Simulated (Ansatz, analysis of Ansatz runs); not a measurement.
# Hyperfine coupling of the F centre in LiF (r2SCAN), part 2 of 2

How near does this set-up come to the measured hyperfine coupling? Subject: F centre in LiF. Set-up: r2SCAN, 128-site cell, r2SCAN lattice, 500 eV, k: the single point 1/4 1/4 1/4. The model is a cell of 128 host atoms with 1 F taken out. The isotropic coupling follows from the spin density at the nucleus, the nuclear g-factor and the total spin. A meta-GGA costs about twice a GGA and mends lattice constants and part of the gap.

Ansatz 0.2.0; r2SCAN, 128-site cell, r2SCAN lattice, 500 eV, k: the single point 1/4 1/4 1/4.

So far: Starting point; Relaxation, charge 0.

### 2. Relaxation, charge 0 (continued)

Level of this step: plane-wave PAW DFT, r2SCAN; relaxation of all atoms of a defect supercell (Ansatz).

Step by step:

```csv
step,energy less that of the first step (eV),largest force component (eV/Å)
1,0.0000,0.1814
2,-0.0162,0.0741
3,-0.0228,0.0308
4,-0.0243,0.0070
```

Forces are held to the 12 operations that the run works with; a distortion that breaks them can't arise in this run.

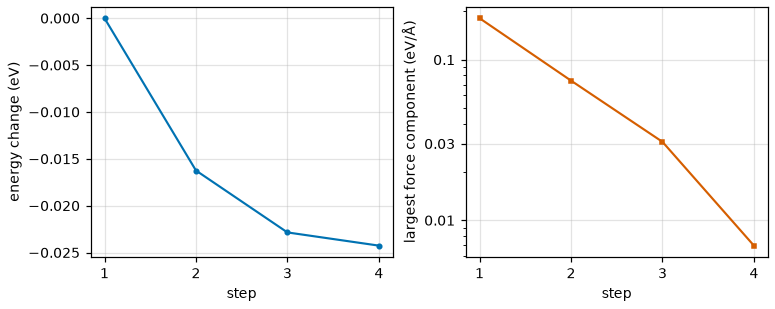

Energy and largest force along the relaxation.

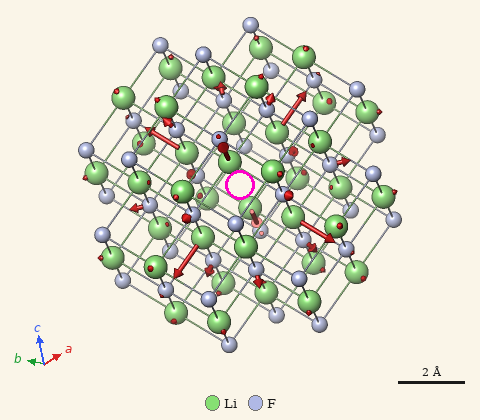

Displacements in the relaxation near the centre, exaggerated; the longest in the cell stands for 0.04 Å. A ring marks the centre wherever it is empty.

The atoms that moved most (Å):

```csv
atom,dx,dy,dz,length
Li60,0.040,0.000,0.000,0.040
Li90,0.000,0.000,0.040,0.040
Li84,0.000,0.040,0.000,0.040
Li82,-0.040,0.000,0.000,0.040
Li58,0.000,-0.040,0.000,0.040
Li52,0.000,0.000,-0.040,0.040
F46,0.000,0.010,-0.010,0.014
F22,0.010,0.000,-0.010,0.014
```

The atoms nearest to the centre after the run:

```csv
atom,distance (Å)
Li52,2.035
Li58,2.035
Li82,2.035
Li60,2.035
Li84,2.035
Li90,2.035
F20,2.835
F44,2.835
F50,2.835
F83,2.835
F53,2.835
F59,2.835
F57,2.835
F28,2.835
F81,2.835
F75,2.835
```

Read from the output:

```
free energy                           : -64358.8536 eV
total moment                          : 1 μB
integral of the absolute spin density : 1.020 μB
spin contamination                    : 5.58e-4
```

### 3. Contact spin densities

The relaxed structure is kept, and the final numbers are taken at the final level and k-points.

This step: plane-wave PAW DFT, r2SCAN; single point of a defect supercell.

point/input.yaml

```yaml
crystal:
  lattice:
    - [0.0, 7.97957509, 7.97957509]
    - [7.97957509, 0.0, 7.97957509]
    - [7.97957509, 7.97957509, 0.0]
  atoms:
    - { symbol: Li, position: [-3.172e-05, 3.0965e-05, -3.172e-05] }
    - { symbol: F, position: [0.124878169, 0.125167729, 0.124878169] }
[... 17 atom lines left out ...]
    - { symbol: F, position: [0.123792821, 0.624994473, 0.374994473] }
[... 23 atom lines left out ...]
    - { symbol: F, position: [0.374994473, 0.373792821, 0.374994473] }
[... 5 atom lines left out ...]
    - { symbol: F, position: [0.374994473, 0.624994473, 0.123792821] }
[... 1 atom line left out ...]
    - { symbol: Li, position: [0.247474447, 0.497474447, 0.502515593] }
    - { symbol: F, position: [0.375005527, 0.625005527, 0.626207179] }
[... 4 atom lines left out ...]
    - { symbol: Li, position: [0.247474447, 0.752515593, 0.247474447] }
    - { symbol: F, position: [0.375005527, 0.876207179, 0.375005527] }
    - { symbol: Li, position: [0.247484407, 0.752525553, 0.502525553] }
[... 21 atom lines left out ...]
    - { symbol: Li, position: [0.502515593, 0.497474447, 0.247474447] }
    - { symbol: F, position: [0.626207179, 0.625005527, 0.375005527] }
    - { symbol: Li, position: [0.502525553, 0.497484407, 0.502525553] }
[... 5 atom lines left out ...]
    - { symbol: Li, position: [0.502525553, 0.752525553, 0.247484407] }
[... 36 atom lines left out ...]
    - { symbol: F, position: [0.87500106, 0.875018443, 0.87500106] }
basis:
  ecutwfc: 500
  xc_grid: 2
hamiltonian:
  xc: r2scan
kpoints:
  mp_grid: { grid: [1, 1, 1], shift: [0.25, 0.25, 0.25] }
magnetization:
  spin_polarized: true
  initial_magnetization: 1
  spin_locking: { lock_magnetization: hard }
scf:
  occupations: { method: fermi_dirac, width: 0.01 }
  max_iter: 120
output:
  forces: true
  efg: {}
  eigenvalues: true
checkpoint:
  read: "../relax.run"
```

Command:

```sh
> ansatz run input.yaml --threads 2 --pin off --max-ram 4710MiB --backend cpu --events-out ev --progress --plain --runs-dir out
```

Numbers of over 12 decimals in the logs are rounded to 6 here.

The log of the run:

```text
[...]
Warning: at least one further symmetry operation maps every atom of the structure, as the run holds it, onto an atom to within 1.99e-5 (fractional), and is not used: to satisfy it, and what else the atoms miss by up to 2.00e-5, twice [...]
[...]
Crystal: 127 atoms, lattice volume = 1016.177 Å³
Basis set: ecut = 500 eV, 25821 PW (Γ), exchange–correlation on 180×180×180 points (8 copies of the dense FFT grid, shifted against one another)
Bands: 444, of which v1, the nominal top of the filled ones, is band 317 counted from 1 (316 counted from 0)
Symmetry: 12 space group operations
[...]
k-points: 1
[...]
Stability of the state it starts from, as read at its close in the collinear treatment: not read, because the mixer in use, unlike msr1, does not test its closes by its own steps (another_mixer); its run was given moments
[...]
atom  52  Li V_zz =    -0.024241   η = 0.0121   by run symmetry: allowed
[...]
atom  58  Li V_zz =    -0.024241   η = 0.0121   by run symmetry: allowed
[...]
atom  60  Li V_zz =    -0.024241   η = 0.0121   by run symmetry: allowed
[...]
atom  82  Li V_zz =    -0.024241   η = 0.0121   by run symmetry: allowed
[...]
atom  83  F  V_zz =    +0.118899   η = 0.8177   by run symmetry: allowed
[...]
atom  84  Li V_zz =    -0.024241   η = 0.0121   by run symmetry: allowed
[...]
atom  90  Li V_zz =    -0.024241   η = 0.0121   by run symmetry: allowed
[...]
--- Band table (eV) ---
[...]
[key lines of the parts left out:]
SCF converged after 2 iterations
Magnetization: 1.0000 μB (317.0000 up, 316.0000 down)
Free energy (F): -64358.853624 eV
Fermi energy:    7.821009 (↑ 8.934330, ↓ 4.670194) eV
```

Run time: 50 s. Hardware: 2 threads of Arm Neoverse V2, shared host; peak memory 3.8 GiB.

Read from the output:

```
free energy                           : -64358.8536 eV
total moment                          : 1 μB
integral of the absolute spin density : 1.020 μB
spin contamination                    : 5.58e-4
```

The atoms' spheres hold 0.21 of the 1 μB, none over 0.02 μB.

Contact couplings A = (2/3) μ0 ge μB gN μN ρs / (2S h), for each element's most abundant magnetic isotope:

```csv
atom,isotope,distance from the centre (Å),contact spin density (e/Å³),A (MHz)
F22,19F,2.83,0.207,129.3
F28,19F,2.83,0.207,129.3
F46,19F,2.83,0.207,129.3
F57,19F,2.83,0.207,129.3
F75,19F,2.83,0.207,129.3
F81,19F,2.83,0.207,129.3
F20,19F,2.83,0.202,125.8
F44,19F,2.83,0.202,125.8
F50,19F,2.83,0.202,125.8
F53,19F,2.83,0.202,125.8
```

### 4. What came out

| Item | Value |
| --- | --- |
| 7Li, shell I | 39.9 MHz |
| 19F, shell II | 127.5 MHz |
| 7Li, shell III | 0.5 MHz |
| 19F, shell IV | 1.1 MHz |
| integral of the absolute spin density | 1.02 μB |
| time of the whole chain | 7.2 min on 2 threads |

7Li, shell I: computed 39.9 MHz, measured 39.06 MHz; 0.9 MHz (2 %) above the measurement. 19F, shell II: computed 127.5 MHz, measured 105.9 MHz; 21.6 MHz (20 %) above the measurement. 7Li, shell III: computed 0.5 MHz, measured 0.5 MHz; equal to the digits shown. 19F, shell IV: computed 1.1 MHz, measured 0.48 MHz; 0.7 MHz (138 %) above the measurement. Only the isotropic (Fermi contact) part is computed, with core polarisation; no vibrational averaging.

[Logs are printed without paths, hosts, clocks, repeated set-up lines and the standing remarks that a program may print on its own settings, such as how far it seeks lower states.]

[Hosts, paths, dates, database ids (printed as entryN), source tags and the programs' standing remarks are cut or masked in the printed files.]

[For some hosts the program warned that the k-mesh of the response run may be too coarse for force constants and the static dielectric constant; such warnings are not shown here.]
